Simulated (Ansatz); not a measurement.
Run report: Ge, geometry relaxation (part 1 of 2)

System: Ge (P4₃2₁2, 12 atoms in the cell).
Method: DFT r2SCAN, scalar-relativistic, plane waves, PAW, no spin polarisation (Ansatz 0.2.0).

The structure derives from an entry of the Crystallography Open Database. It belongs to a series of runs on one base structure; here: volume × 0.94, shape and atoms relaxed. Figures and captions count atoms from 1; the log counts them from 0 in places.

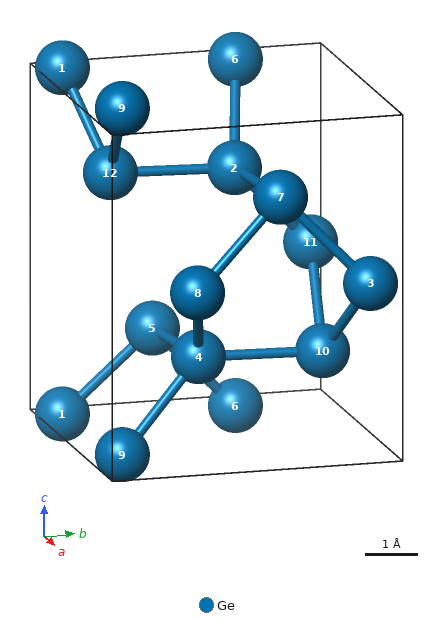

Figure 1. The input geometry (ball-and-stick view of the cell of the calculation, seen slightly off an axis; atoms are numbered from 1 in the order of the input). An atom can appear more than once, as a periodic image. Near neighbours in the periodic cell (some may lie outside the picture): Ge has 4 Ge at 2.44 to 2.47 Å.

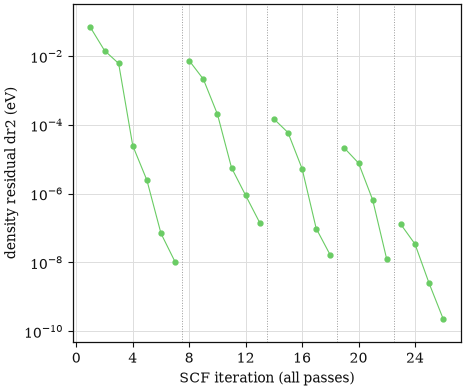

Figure 2. Convergence of the self-consistent field: density residual dr2 against the SCF iteration. The dotted lines part the SCF passes of the relaxation: geometry steps, rejected trials and re-solves on a re-selected basis. The 5 passes take 4 to 7 iterations each, 26 in all.

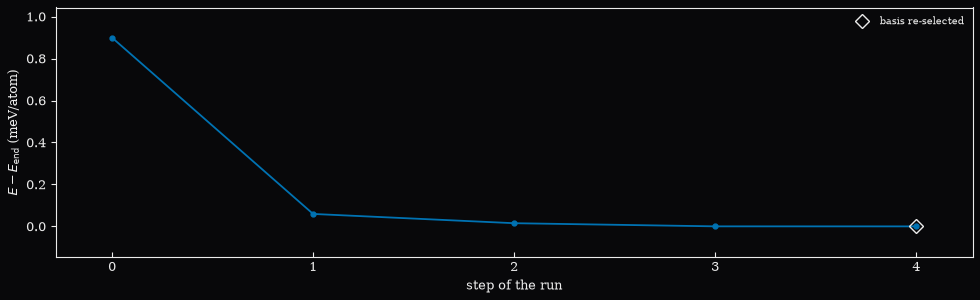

Figure 3. Progress of the relaxation, step by step (the first geometry is step 0 here and step 1 in the log).

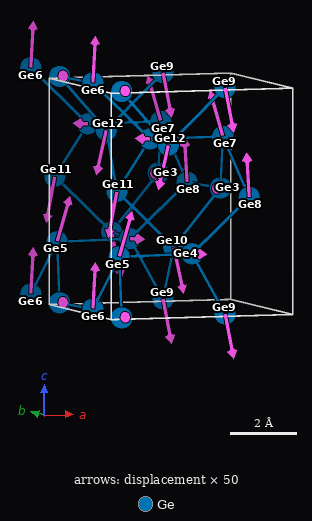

Figure 4. The starting structure with the displacements (without the part carried along by the change of the cell) as pink arrows, magnified 50 times (ball-and-stick view of the cell of the calculation, repeated 1 × 2 × 1, seen at an oblique angle). Over 3 geometry steps the energy falls by 0.9 meV per atom. The largest force component goes from 0.086 to 0.0026 eV/Å. The pressure goes from 4.85 to 4.37 GPa. The largest moves relative to the cell, 0.030 Å, are those of 8 atoms (Ge5, Ge6, Ge7, Ge8 and others). The drawn cell changes at constant volume: a = b 5.839 → 5.855 Å (+0.3 %), c 6.916 → 6.880 Å (−0.5 %). Among the contacts that change: Ge1–Ge12 2.448 → 2.457 Å, Ge1–Ge6 2.439 → 2.446 Å, Ge10–Ge11 2.466 → 2.471 Å. The space group stays P4_32_12 (No. 96). A last SCF at the same geometry on a re-selected plane-wave basis shifts the energy by next to nothing (0.0 meV per atom). (Atoms are counted from 1 in the order of the input.)

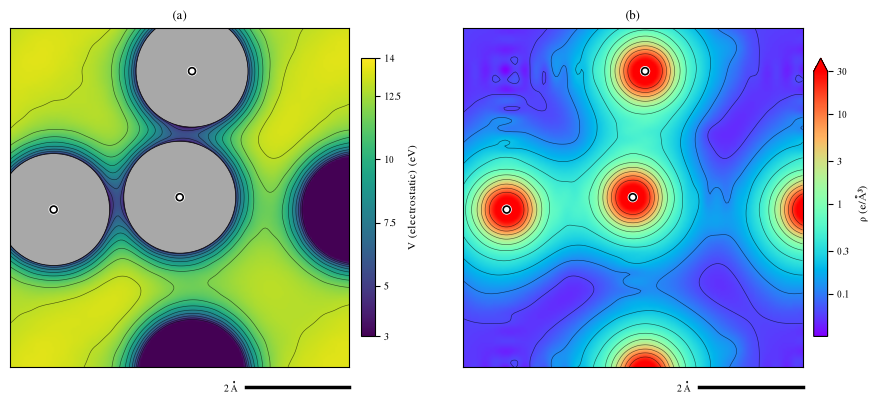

Figure 5. (a) electrostatic potential (local pseudopotential plus Hartree) felt by an electron; (b) valence charge density (pseudo) on the (001) plane of the conventional cell. Circles mark the nuclei in the plane (Ge). Grey discs, where drawn, cover atomic cores. Ge–Ge (2.45 Å): ρ at the midpoint is about 0.5 e/Å³. Away from the nuclei the density in this plane falls to 0.03 e/Å³ at its lowest. Outside the cores the potential energy rises away from the atoms and is highest about 2.1 Å from the nearest atoms; outside the discs it spans about 10 eV, and its zero is arbitrary. The fields are those of the smooth PAW valence density.

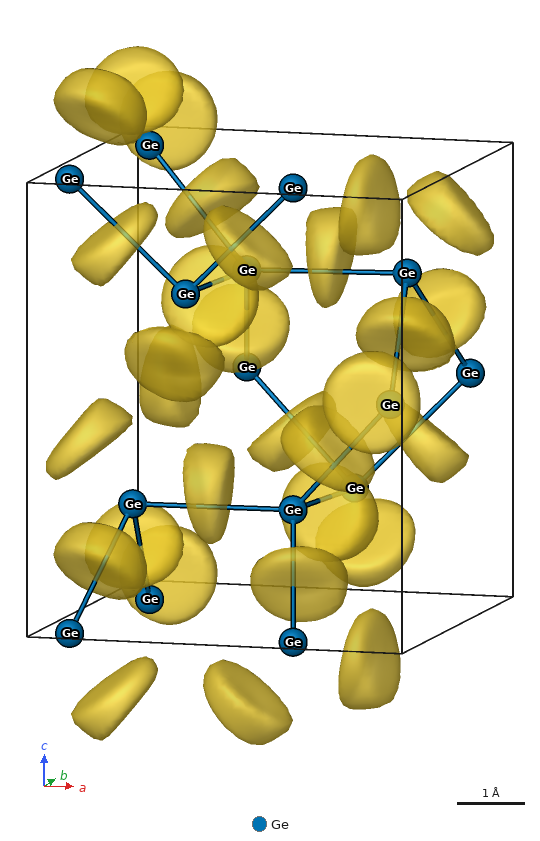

Figure 6. Isosurface of the ELF at 0.6 (yellow), seen slightly off an axis. Core shells and regions of very low density are left out. Sticks mark near contacts. The outline is the cell set on symmetry axes. Along the contacts the grid gives the following.

The input and output of the run follow.

## The input
```yaml
crystal:
  lattice:
    - [5.8389918182, 0.0, 0.0]
    - [0.0, 5.8389918182, 0.0]
    - [0.0, 0.0, 6.9164973589]
  atoms:
    - { symbol: Ge, position: [0.086273356, 0.086273356, 0.0] }
    - { symbol: Ge, position: [0.413726644, 0.586273356, 0.75] }
    - { symbol: Ge, position: [0.913726644, 0.913726644, 0.5] }
    - { symbol: Ge, position: [0.586273356, 0.413726644, 0.25] }
    - { symbol: Ge, position: [0.1705667169, 0.372539032, 0.2485868513] }
    - { symbol: Ge, position: [0.127460968, 0.6705667169, -0.0014131487] }
    - { symbol: Ge, position: [0.8294332831, 0.627460968, 0.7485868513] }
    - { symbol: Ge, position: [0.872539032, 0.3294332831, 0.4985868513] }
    - { symbol: Ge, position: [0.6705667169, 0.127460968, 0.0014131487] }
    - { symbol: Ge, position: [0.627460968, 0.8294332831, 0.2514131487] }
    - { symbol: Ge, position: [0.3294332831, 0.872539032, 0.5014131487] }
    - { symbol: Ge, position: [0.372539032, 0.1705667169, 0.7514131487] }
basis:
  ecutwfc: 500
kpoints:
  mp_grid: { grid: [6, 6, 4] }
hamiltonian:
  xc: r2scan
scf:
  occupations: { method: gaussian, width: 0.02 }
output:
  forces: true
  stress: true
  eigenvalues: true
  write_density: true
  write_potential: true
  elf: true
  volumetric_format: npy
relax:
  adjacent_minimum: "off"
  f_tol: 0.01
  max_steps: 30
  cell: { stress_tol: 0.1, fix: [volume] }
```

Launch command:
```bash
ansatz run input.yaml --threads 4 --pin off --max-ram 10240MiB --backend cpu --events-out ev --progress --plain --runs-dir out
```

## What the program printed
```
Engine: ansatz 0.2.0, x86_64-unknown-linux-gnu
Pseudopotentials: kind: paw
Pseudopotential: Ge, paw, valence charge 14, recommended cutoff 500 eV (meta_gga), Ge.paw.azcp
Functional definition: r2SCAN
  parameter k0 = 0.174
  parameter k1 = 0.065
  parameter a1 = 4.9479
  exchange = r2scan_x(k0 = k0, k1 = k1, a1 = a1)
  correlation = r2scan_c
Crystal: 12 atoms, lattice volume = 235.810 Å³
Basis set: ecut = 500 eV, 6013 PW (Γ), exchange–correlation on 180×180×216 points (64 copies of the dense FFT grid, shifted against one another)
Bands: 101, of which v1, the nominal top of the filled ones, is band 84 counted from 1 (83 counted from 0)
Symmetry: 8 space group operations
Space group: P43212 (ITA 96), of the structure as read, at distance tolerance 6.2e-5 Å
k-points: 30 of 144 (time reversal used)
Non-local potential: Ge, projectors of the file, l = 0: 2, l = 1: 2, l = 2: 3, l = 3: 1
PAW form: soft (Blöchl's): semilocal exchange-correlation on the pseudo side does not see the compensation charge
PAW frozen core: Ge, regenerated for the run's functional (the file was generated under x = pbe(κ = 0.804, μ = 0.2195149727645171), c = pbe(β = 0.06672455060314922))
PAW one-centre angular grid: Ge, 590 points (default); XC on 160 Gauss nodes
Initial density: superposition of atomic densities (neutral atoms: chi_scale 0, normalization atom), corrected by the library's trained network
Initial wavefunctions: pseudopotential atomic-orbital guess
Functional: x = r2scan, c = r2scan; τ floored in thin density (d = 2e-4 eV/Å³)
SCF iter   1: F=—  HF=-51632.424583 eV  |F-HF|=—  |Δ(HF+E_count)|=         —  Δρ=8.01e-3  dr2=6.89e-2  dr2_τ=2.86e-2  ethr=1.77e-3  ⟨swp⟩=6.0  Hψ=10741  notcnv=0  defer=30
preconditioner: auto → Resta (q_TF=auto, 2.578 Å⁻¹)  ε∞=2.8  [insulator: Δε(μ)=0.929 eV  Ē_g=23.520 eV  σ=0.020 eV  W_gap=1.00  n_scr=80 (ndim 8)  ℏωp=31.3 eV  f_vac=0.000  D(μ)=0.00/eV (n_scr^D=0)  ε∞_Penn≈2.8]
SCF iter   2: F=—  HF=-51632.537717 eV  |F-HF|=—  |Δ(HF+E_count)|=   1.13e-1  Δρ=3.03e-3  dr2=1.46e-2  dr2_τ=2.05e-4  ethr=4.10e-5  ⟨swp⟩=2.0  Hψ=6211  notcnv=0  defer=330
SCF iter   3: F=—  HF=-51632.540942 eV  |F-HF|=—  |Δ(HF+E_count)|=   3.22e-3  Δρ=1.95e-3  dr2=6.16e-3  dr2_τ=5.44e-5  ethr=8.69e-6  ⟨swp⟩=2.1  Hψ=4904  notcnv=0  defer=330
SCF iter   4: F=—  HF=-51632.542696 eV  |F-HF|=—  |Δ(HF+E_count)|=   1.75e-3  Δρ=1.51e-4  dr2=2.50e-5  dr2_τ=5.33e-7  ethr=3.67e-6  ⟨swp⟩=2.0  Hψ=3600  notcnv=0  defer=330
SCF iter   5: F=—  HF=-51632.542716 eV  |F-HF|=—  |Δ(HF+E_count)|=   2.00e-5  Δρ=3.53e-5  dr2=2.49e-6  dr2_τ=5.61e-8  ethr=1.49e-8  ⟨swp⟩=2.0  Hψ=5220  notcnv=0  defer=330
SCF iter   6: F=—  HF=-51632.542718 eV  |F-HF|=—  |Δ(HF+E_count)|=   1.83e-6  Δρ=6.23e-6  dr2=7.01e-8  dr2_τ=1.18e-9  ethr=5.95e-11  ⟨swp⟩=11.0  Hψ=22555  notcnv=0
SCF iter   7: F=-51632.542718 eV  HF=-51632.542718 eV  |F-HF|=1.74e-8  |Δ(HF+E_count)|=   5.32e-9  Δρ=2.21e-6  dr2=1.04e-8  dr2_τ=1.21e-10  ethr=4.17e-11  ⟨swp⟩=7.0  Hψ=16439  notcnv=0
SCF 1 converged in 7 iterations: F = -51632.542718 eV  dr2 = 1.04e-8
  greatest PAW one-centre occupation: 0.998 electrons in one spin orbital (limit 2), on the Ge atom at site 2 (counted from 0), in its partial waves of l = 2
relax step   1: F+E_penalty+E_count = -51632.54271795 eV  Δ(F+E_penalty+E_count) = +0.000e0 eV  max|allowed force component| = 8.627e-2 eV/Å  Δτ_max = 0.0000 Å  P = +4.846 GPa  Ω = 235.810 Å³  fix = [volume]  reactions: volume +4.846 GPa  (7 SCF iters, dr2 threshold 1.00e-7 eV, accepted)
Initial density: handed on by an earlier stage of this run
Initial wavefunctions: those handed on with the density
iter 1 solved again at ethr=4.46e-6 eV; its pass at ethr=3.10e-3 eV (dr2=7.50e-3 eV) is discarded
SCF iter   1: F=—  HF=-51632.510466 eV  |F-HF|=—  |Δ(HF+E_count)|=         —  Δρ=2.49e-3  dr2=7.44e-3  dr2_τ=3.04e-2  ethr=4.46e-6  ⟨swp⟩=2.8  Hψ=13094  notcnv=0
preconditioner: auto → Resta (q_TF=auto, 2.578 Å⁻¹)  ε∞=2.8  [insulator: Δε(μ)=0.947 eV  Ē_g=23.339 eV  σ=0.020 eV  W_gap=1.00  n_scr=80 (ndim 8)  ℏωp=31.3 eV  f_vac=0.000  D(μ)=0.00/eV (n_scr^D=0)  ε∞_Penn≈2.8]
SCF iter   2: F=—  HF=-51632.552159 eV  |F-HF|=—  |Δ(HF+E_count)|=   4.17e-2  Δρ=1.54e-3  dr2=2.16e-3  dr2_τ=2.31e-5  ethr=4.43e-6  ⟨swp⟩=3.2  Hψ=5776  notcnv=0
SCF iter   3: F=—  HF=-51632.552735 eV  |F-HF|=—  |Δ(HF+E_count)|=   5.76e-4  Δρ=3.97e-4  dr2=2.06e-4  dr2_τ=1.55e-6  ethr=1.29e-6  ⟨swp⟩=1.0  Hψ=3030  notcnv=0
SCF iter   4: F=—  HF=-51632.552799 eV  |F-HF|=—  |Δ(HF+E_count)|=   6.37e-5  Δρ=5.18e-5  dr2=5.68e-6  dr2_τ=9.42e-8  ethr=1.23e-7  ⟨swp⟩=2.0  Hψ=3640  notcnv=0
SCF iter   5: F=—  HF=-51632.552800 eV  |F-HF|=—  |Δ(HF+E_count)|=   1.17e-6  Δρ=2.00e-5  dr2=8.94e-7  dr2_τ=1.12e-8  ethr=3.38e-9  ⟨swp⟩=2.0  Hψ=5550  notcnv=0
SCF iter   6: F=-51632.552800 eV  HF=-51632.552800 eV  |F-HF|=6.19e-9  |Δ(HF+E_count)|=   6.57e-7  Δρ=7.38e-6  dr2=1.43e-7  dr2_τ=9.26e-10  ethr=2.77e-10  ⟨swp⟩=9.4  Hψ=23427  notcnv=0
SCF 2 converged in 6 iterations: F = -51632.552800 eV  dr2 = 1.43e-7
relax step   2: F+E_penalty+E_count = -51632.55279958 eV  Δ(F+E_penalty+E_count) = -1.008e-2 eV  max|allowed force component| = 2.301e-2 eV/Å  Δτ_max = 0.0315 Å  P = +4.346 GPa  Ω = 235.810 Å³  energy of the carried Pulay correction = -1.400e-17 eV  fix = [volume]  reactions: volume +4.346 GPa  (6 SCF iters, dr2 threshold 4.65e-7 eV, accepted)
iter 1 solved again at ethr=9.24e-8 eV; its pass at ethr=3.10e-3 eV (dr2=1.55e-4 eV) is discarded
SCF iter   1: F=—  HF=-51632.551951 eV  |F-HF|=—  |Δ(HF+E_count)|=         —  Δρ=3.98e-4  dr2=1.50e-4  dr2_τ=8.36e-4  ethr=9.24e-8  ⟨swp⟩=2.8  Hψ=12472  notcnv=0  defer=1
preconditioner: auto → Resta (q_TF=auto, 2.578 Å⁻¹)  ε∞=2.8  [insulator: Δε(μ)=0.954 eV  Ē_g=23.341 eV  σ=0.020 eV  W_gap=1.00  n_scr=80 (ndim 8)  ℏωp=31.3 eV  f_vac=0.000  D(μ)=0.00/eV (n_scr^D=0)  ε∞_Penn≈2.8]
SCF iter   2: F=—  HF=-51632.553301 eV  |F-HF|=—  |Δ(HF+E_count)|=   1.35e-3  Δρ=2.48e-4  dr2=6.01e-5  dr2_τ=4.73e-7  ethr=8.93e-8  ⟨swp⟩=3.0  Hψ=6151  notcnv=0
SCF iter   3: F=—  HF=-51632.553327 eV  |F-HF|=—  |Δ(HF+E_count)|=   2.58e-5  Δρ=6.78e-5  dr2=5.34e-6  dr2_τ=4.37e-8  ethr=3.58e-8  ⟨swp⟩=2.0  Hψ=3487  notcnv=0
SCF iter   4: F=—  HF=-51632.553330 eV  |F-HF|=—  |Δ(HF+E_count)|=   2.40e-6  Δρ=7.00e-6  dr2=9.72e-8  dr2_τ=2.63e-9  ethr=3.18e-9  ⟨swp⟩=2.0  Hψ=3750  notcnv=0
SCF iter   5: F=-51632.553330 eV  HF=-51632.553330 eV  |F-HF|=1.28e-8  |Δ(HF+E_count)|=   7.55e-8  Δρ=2.70e-6  dr2=1.63e-8  dr2_τ=1.98e-10  ethr=5.12e-11  ⟨swp⟩=8.8  Hψ=17894  notcnv=0
SCF 3 converged in 5 iterations: F = -51632.553330 eV  dr2 = 1.63e-8
  greatest PAW one-centre occupation: 0.998 electrons in one spin orbital (limit 2), on the Ge atom at site 0 (counted from 0), in its partial waves of l = 2
relax step   3: F+E_penalty+E_count = -51632.55332967 eV  Δ(F+E_penalty+E_count) = -5.301e-4 eV  max|allowed force component| = 9.267e-3 eV/Å  Δτ_max = 0.0064 Å  P = +4.349 GPa  Ω = 235.810 Å³  energy of the carried Pulay correction = -4.201e-17 eV  fix = [volume]  reactions: volume +4.349 GPa  (5 SCF iters, dr2 threshold 8.60e-8 eV, accepted)
iter 1 solved again at ethr=1.26e-8 eV; its pass at ethr=3.10e-3 eV (dr2=2.11e-5 eV) is discarded
SCF iter   1: F=—  HF=-51632.553332 eV  |F-HF|=—  |Δ(HF+E_count)|=         —  Δρ=1.48e-4  dr2=2.12e-5  dr2_τ=1.16e-4  ethr=1.26e-8  ⟨swp⟩=2.9  Hψ=11671  notcnv=0
preconditioner: auto → Resta (q_TF=auto, 2.578 Å⁻¹)  ε∞=2.8  [insulator: Δε(μ)=0.952 eV  Ē_g=23.342 eV  σ=0.020 eV  W_gap=1.00  n_scr=80 (ndim 8)  ℏωp=31.3 eV  f_vac=0.000  D(μ)=0.00/eV (n_scr^D=0)  ε∞_Penn≈2.8]
SCF iter   2: F=—  HF=-51632.553507 eV  |F-HF|=—  |Δ(HF+E_count)|=   1.76e-4  Δρ=9.14e-5  dr2=7.79e-6  dr2_τ=6.41e-8  ethr=1.26e-8  ⟨swp⟩=3.0  Hψ=6040  notcnv=0
SCF iter   3: F=—  HF=-51632.553509 eV  |F-HF|=—  |Δ(HF+E_count)|=   1.94e-6  Δρ=2.40e-5  dr2=6.63e-7  dr2_τ=5.34e-9  ethr=4.64e-9  ⟨swp⟩=2.0  Hψ=3391  notcnv=0
SCF iter   4: F=-51632.553510 eV  HF=-51632.553510 eV  |F-HF|=1.46e-10  |Δ(HF+E_count)|=   2.80e-7  Δρ=2.59e-6  dr2=1.23e-8  dr2_τ=2.39e-10  ethr=1.83e-11  ⟨swp⟩=7.8  Hψ=19005  notcnv=0
SCF 4 converged in 4 iterations: F = -51632.553510 eV  dr2 = 1.23e-8
  greatest PAW one-centre occupation: 0.998 electrons in one spin orbital (limit 2), on the Ge atom at site 1 (counted from 0), in its partial waves of l = 2
relax step   4: F+E_penalty+E_count = -51632.55350960 eV  Δ(F+E_penalty+E_count) = -1.799e-4 eV  max|allowed force component| = 2.609e-3 eV/Å  Δτ_max = 0.0017 Å  P = +4.369 GPa  Ω = 235.810 Å³  energy of the carried Pulay correction = +2.801e-17 eV  fix = [volume]  reactions: volume +4.369 GPa  (4 SCF iters, dr2 threshold 3.08e-8 eV, accepted)
Initial wavefunctions: pseudopotential atomic-orbital guess (no wavefunctions were taken with the density)
iter 1 solved again at ethr=1.59e-7 eV; its pass at ethr=3.10e-3 eV (dr2=2.67e-4 eV) is discarded
SCF iter   1: F=—  HF=-51632.553440 eV  |F-HF|=—  |Δ(HF+E_count)|=         —  Δρ=4.99e-5  dr2=1.28e-7  dr2_τ=7.93e-8  ethr=1.59e-7  ⟨swp⟩=3.0  Hψ=17570  notcnv=0
eigensolver tolerance schedule: the retry pair's looser diagonalisation over-reported the residual by 2082.14 of it (diagonalisation noise at 0.12 of the residual, at the tolerance the schedule requests for it); recorded, not acted on — ethr = c·dr2/N_el stays at c = 1.0e-1
preconditioner: auto → Resta (q_TF=auto, 2.578 Å⁻¹)  ε∞=2.8  [insulator: Δε(μ)=0.952 eV  Ē_g=23.341 eV  σ=0.020 eV  W_gap=1.00  n_scr=80 (ndim 8)  ℏωp=31.3 eV  f_vac=0.000  D(μ)=0.00/eV (n_scr^D=0)  ε∞_Penn≈2.8]
SCF iter   2: F=—  HF=-51632.553498 eV  |F-HF|=—  |Δ(HF+E_count)|=   5.82e-5  Δρ=2.52e-5  dr2=3.43e-8  dr2_τ=2.43e-7  ethr=7.62e-11  ⟨swp⟩=2.5  Hψ=5582  notcnv=0
SCF iter   3: F=—  HF=-51632.553512 eV  |F-HF|=—  |Δ(HF+E_count)|=   1.36e-5  Δρ=3.83e-6  dr2=2.48e-9  dr2_τ=5.11e-9  ethr=2.04e-11  ⟨swp⟩=2.0  Hψ=5550  notcnv=0
SCF iter   4: F=-51632.553512 eV  HF=-51632.553512 eV  |F-HF|=2.04e-10  |Δ(HF+E_count)|=   2.93e-7  Δρ=3.98e-7  dr2=2.27e-10  dr2_τ=1.03e-11  ethr=1.00e-12  ⟨swp⟩=6.5  Hψ=14583  notcnv=0
SCF 5 converged in 4 iterations: F = -51632.553512 eV  dr2 = 2.27e-10
```
